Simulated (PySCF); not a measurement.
# One shape, several levels: C3H9N (propylamine)

Wanted: a comparison of 6 runs (HF/STO-3G, HF/def2-SVP, B3LYP/6-31G*, M06-2X/6-31G**, PBE/cc-pVDZ) of C3H9N (propylamine). 

Program for the calculation: PySCF 2.14.0.

### 1 The molecule

C3H9N: 13 atoms, total charge 0, spin state singlet. SMILES: `CCCN`. The coordinates come from a PBE0-D4/def2-TZVP relaxation. This is one conformer, not always the lowest.

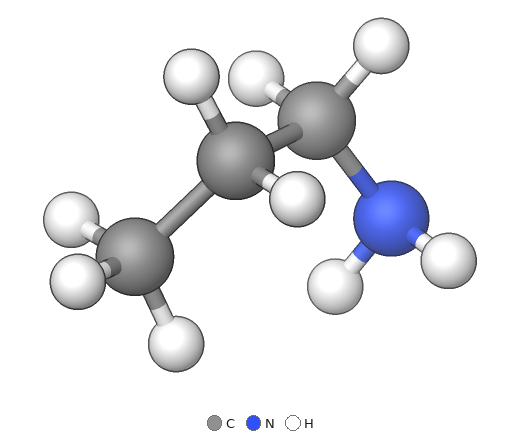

Viewed from a chosen angle; carbon grey, nitrogen blue, hydrogen white.

### 2 Energy and gradient at HF/STO-3G (run 1)

File calc.py:

```python
from pyscf import gto

system = gto.M(
    atom='''
C     -1.377900     0.221800     0.509700
C     -0.298300    -0.788700     0.163000
C      1.099100    -0.182300     0.067600
N      1.304000     0.822500    -0.961500
H     -2.359000    -0.251500     0.588100
H     -1.167200     0.709300     1.466500
H     -1.456900     1.003200    -0.251000
H     -0.539700    -1.277600    -0.788900
H     -0.282600    -1.582700     0.918600
H      1.361700     0.270300     1.030600
H      1.826800    -0.983100    -0.098000
H      1.066200     0.451400    -1.873800
H      0.709100     1.626300    -0.805800
''',
    verbose=3,
    max_memory=1860,
    spin=0,
    basis='sto-3g',
)

mf = system.RHF()
mf.conv_tol = 1e-10
mf.kernel()
if not mf.converged:
    mf = mf.newton().run(mf.mo_coeff, mf.mo_occ)

energy = mf.e_tot
print(f'total energy: {energy:.8f} hartree')
grad = mf.nuc_grad_method().kernel()
dip = mf.dip_moment()
pop, q = mf.mulliken_pop()
```

The run is started by

```bash
OMP_NUM_THREADS=1 python calc.py
```

The program printed:

```text
converged SCF energy = -171.19191963157
total energy: -171.19191963 hartree
--------------- RHF gradients ---------------
         x                y                z
0 C     0.0183398077    -0.0187409095    -0.0065843117
1 C     0.0080129444     0.0294297369     0.0059719770
2 C    -0.0194876285     0.0069045979    -0.0208690918
3 N    -0.0247008256    -0.0107609550     0.0052748295
4 H    -0.0057815127    -0.0004653014     0.0004843326
5 H     0.0006946262     0.0034036698     0.0060860654
6 H    -0.0013206389     0.0049637867    -0.0041763510
7 H    -0.0004038360    -0.0040007708    -0.0055332357
8 H     0.0000262397    -0.0059487995     0.0038202663
9 H     0.0020187051     0.0009260751     0.0032654199
10 H     0.0032188040    -0.0009431057     0.0009526547
11 H     0.0066692676     0.0074425717     0.0146175479
12 H     0.0127140471    -0.0122105964    -0.0033101032
----------------------------------------------
Dipole moment(X, Y, Z, Debye): -1.43022, -0.41556, -0.02931
 ** Mulliken pop  **
pop of  0 C 1s            1.99202
pop of  0 C 2s            1.18225
pop of  0 C 2px           0.99468
pop of  0 C 2py           0.99496
pop of  0 C 2pz           1.01205
pop of  1 C 1s            1.99201
pop of  1 C 2s            1.17491
pop of  1 C 2px           0.95256
pop of  1 C 2py           0.97719
pop of  1 C 2pz           1.00776
pop of  2 C 1s            1.99211
pop of  2 C 2s            1.16049
pop of  2 C 2px           0.96666
pop of  2 C 2py           0.94670
pop of  2 C 2pz           0.94584
pop of  3 N 1s            1.99522
pop of  3 N 2s            1.55783
pop of  3 N 2px           1.71456
pop of  3 N 2py           1.09954
pop of  3 N 2pz           1.03913
pop of  4 H 1s            0.94048
pop of  5 H 1s            0.94346
pop of  6 H 1s            0.94873
pop of  7 H 1s            0.95148
pop of  8 H 1s            0.94406
pop of  9 H 1s            0.94145
pop of  10 H 1s           0.93958
pop of  11 H 1s           0.84727
pop of  12 H 1s           0.84503
 ** Mulliken atomic charges  **
charge of    0C =     -0.17596
charge of    1C =     -0.10443
charge of    2C =     -0.01179
charge of    3N =     -0.40628
charge of    4H =      0.05952
charge of    5H =      0.05654
charge of    6H =      0.05127
charge of    7H =      0.04852
charge of    8H =      0.05594
charge of    9H =      0.05855
charge of   10H =      0.06042
charge of   11H =      0.15273
charge of   12H =      0.15497
```

Wall time 3.9 s (1 thread of Intel Xeon at 2.50GHz (Skylake/Cascade Lake), shared host); peak memory 0.12 GiB.

### 3 Energy and forces at HF/def2-SVP (run 2)

File calc.py:

```python
# CCCN
import pyscf.grad
from pyscf import gto, scf

system = gto.M(
    atom='''
C       -1.377900       0.221800       0.509700
C       -0.298300      -0.788700       0.163000
C        1.099100      -0.182300       0.067600
N        1.304000       0.822500      -0.961500
H       -2.359000      -0.251500       0.588100
H       -1.167200       0.709300       1.466500
H       -1.456900       1.003200      -0.251000
H       -0.539700      -1.277600      -0.788900
H       -0.282600      -1.582700       0.918600
H        1.361700       0.270300       1.030600
H        1.826800      -0.983100      -0.098000
H        1.066200       0.451400      -1.873800
H        0.709100       1.626300      -0.805800
''',
    max_memory=1860,
    basis='def2-svp',
    verbose=4,
)

mf = scf.RHF(system)
mf.conv_tol = 1e-10
mf.kernel()
if not mf.converged:
    mf = mf.newton().run(mf.mo_coeff, mf.mo_occ)

energy = mf.e_tot
print(f'total energy: {energy:.8f} hartree')
grad = mf.Gradients().kernel()
mf.analyze()
```

The run is started by

```bash
OMP_NUM_THREADS=1 python calc.py
```

The program printed:

```text
PySCF version 2.14.0

[... 91 lines left out ...]
MO #1   energy= -15.5315249999546  occ= 2
[... 9 lines left out ...]
MO #11  energy= -0.6018719545961   occ= 2
[... 9 lines left out ...]
MO #21  energy= 0.23066290706738   occ= 0
[... 9 lines left out ...]
MO #31  energy= 0.611794841594564  occ= 0
[... 9 lines left out ...]
MO #41  energy= 0.913837994528955  occ= 0
[... 9 lines left out ...]
MO #51  energy= 1.16543886949699   occ= 0
[... 9 lines left out ...]
MO #61  energy= 1.81835817274583   occ= 0
[... 9 lines left out ...]
MO #71  energy= 2.13007852406826   occ= 0
[... 9 lines left out ...]
MO #81  energy= 2.55157082271833   occ= 0
[... 9 lines left out ...]
MO #91  energy= 3.11858042721033   occ= 0
[... 9 lines left out ...]
MO #101 energy= 3.80428749395401   occ= 0
[... 78 lines left out ...]
pop of  8 H 1s            0.92302
pop of  8 H 2s            0.00758
pop of  8 H 2px           0.00004
pop of  8 H 2py           0.00101
pop of  8 H 2pz           0.00077
pop of  9 H 1s            0.92202
pop of  9 H 2s            0.00796
pop of  9 H 2px           0.00024
pop of  9 H 2py           0.00040
pop of  9 H 2pz           0.00139
pop of  10 H 1s           0.91795
pop of  10 H 2s           0.00831
pop of  10 H 2px          0.00101
pop of  10 H 2py          0.00088
pop of  10 H 2pz          0.00016
pop of  11 H 1s           0.80368
pop of  11 H 2s           0.01005
pop of  11 H 2px          0.00151
pop of  11 H 2py          0.00035
pop of  11 H 2pz          0.00197
pop of  12 H 1s           0.80117
pop of  12 H 2s           0.01005
pop of  12 H 2px          0.00174
pop of  12 H 2py          0.00206
pop of  12 H 2pz          0.00017
 ** Mulliken atomic charges  **
charge of    0C =     -0.23537
charge of    1C =     -0.13099
charge of    2C =     -0.00731
charge of    3N =     -0.48071
charge of    4H =      0.07917
charge of    5H =      0.07245
charge of    6H =      0.06803
charge of    7H =      0.06023
charge of    8H =      0.06758
charge of    9H =      0.06799
charge of   10H =      0.07169
charge of   11H =      0.18243
charge of   12H =      0.18482
Dipole moment(X, Y, Z, Debye): -1.36342, -0.39359, -0.06083
```

It took 22 s on 1 thread of Intel Xeon at 2.50GHz (Skylake/Cascade Lake), shared host; peak memory 0.22 GiB.

Runs 3 to 5 aren't shown in full; the table further down has their settings and results.

### 4 Energy and forces at PBE/cc-pVDZ (run 6)

File geometry.xyz:

```xyz
13
C3H9N
C     -1.377900     0.221800     0.509700
C     -0.298300    -0.788700     0.163000
C      1.099100    -0.182300     0.067600
N      1.304000     0.822500    -0.961500
H     -2.359000    -0.251500     0.588100
H     -1.167200     0.709300     1.466500
H     -1.456900     1.003200    -0.251000
H     -0.539700    -1.277600    -0.788900
H     -0.282600    -1.582700     0.918600
H      1.361700     0.270300     1.030600
H      1.826800    -0.983100    -0.098000
H      1.066200     0.451400    -1.873800
H      0.709100     1.626300    -0.805800
```

File job.py:

```python
# CCCN
from pyscf import gto, dft

mol = gto.M(
    atom='geometry.xyz',
    basis='cc-pvdz',
    max_memory=1860,
    spin=0,
    verbose=3,
)

calc0 = dft.RKS(mol)
calc0.xc = 'pbe'
calc0.grids.level = 5
calc0.conv_tol = 1e-10
calc0.kernel()
if not calc0.converged:
    calc0 = calc0.newton().run(calc0.mo_coeff, calc0.mo_occ)

etot = calc0.e_tot
print('Final energy', etot)
grad = calc0.nuc_grad_method().kernel()
calc0.analyze()
```

The run is started by

```bash
OMP_NUM_THREADS=1 python job.py
```

The program printed:

```text
converged SCF energy = -174.241332629143
[... 11 lines left out ...]
MO #2   energy= -9.90633487251015  occ= 2
[... 8 lines left out ...]
MO #11  energy= -0.385316288261776 occ= 2
[... 8 lines left out ...]
MO #20  energy= 0.0703884810707063 occ= 0
[... 8 lines left out ...]
MO #29  energy= 0.244293726324747  occ= 0
[... 8 lines left out ...]
MO #38  energy= 0.579700669011974  occ= 0
[... 8 lines left out ...]
MO #47  energy= 0.711266859769493  occ= 0
[... 8 lines left out ...]
MO #56  energy= 1.16289780029605   occ= 0
[... 8 lines left out ...]
MO #65  energy= 1.54338526997755   occ= 0
[... 8 lines left out ...]
MO #74  energy= 1.67684962618001   occ= 0
[... 8 lines left out ...]
MO #83  energy= 2.00380350199829   occ= 0
[... 8 lines left out ...]
MO #92  energy= 2.37771810626352   occ= 0
[... 8 lines left out ...]
MO #101 energy= 2.99427530237949   occ= 0
[... 14 lines left out ...]
Dipole moment(X, Y, Z, Debye): -1.05883, -0.22255, -0.17976
```

It took 79 s on 1 thread of Intel Xeon at 2.50GHz (Skylake/Cascade Lake), shared host; peak memory 1 GiB.

### 5 All runs side by side

```csv
run,level,integration grid,Cartesian functions,energy (Eh),dipole moment (D),HOMO energy (eV),LUMO energy (eV),wall time
1,HF/STO-3G,–,no,-171.191920,1.49,-8.52,16.31,3.9 s
2,HF/def2-SVP,–,no,-173.161947,1.42,-10.38,4.62,22 s
3,B3LYP/6-31G* (spherical functions),5,no,-174.480428,1.38,-6.14,2.13,56 s
4,B3LYP/6-31G* (Cartesian functions),5,yes,-174.483596,1.38,-6.14,2.12,57 s
5,M06-2X/6-31G** (spherical functions),5,no,-174.395579,1.40,-7.94,3.30,1.8 min
6,PBE/cc-pVDZ,5,no,-174.241333,1.10,-4.94,0.92,79 s
```

### 6 Outcome

```
                       quantity          value
            run 6: total energy  -174.24133 Eh
           run 6: dipole moment         1.10 D
             run 6: HOMO energy       -4.94 eV
             run 6: LUMO energy        0.92 eV
           run 6: HOMO–LUMO gap        5.85 eV
run 6: largest force on an atom     0.909 eV/Å
```

**Reading.** The dipole moment (its size) runs from 1.10 D (PBE/cc-pVDZ) to 1.49 D (HF/STO-3G). The two ends differ in method and basis. The HOMO–LUMO gap runs from 5.85 eV (PBE/cc-pVDZ) to 24.83 eV (HF/STO-3G). Totals of different functionals can't be ranked against each other. In run 1 the basis is minimal, so the values are rough. All runs together took 5.4 min, the longest 1.8 min.
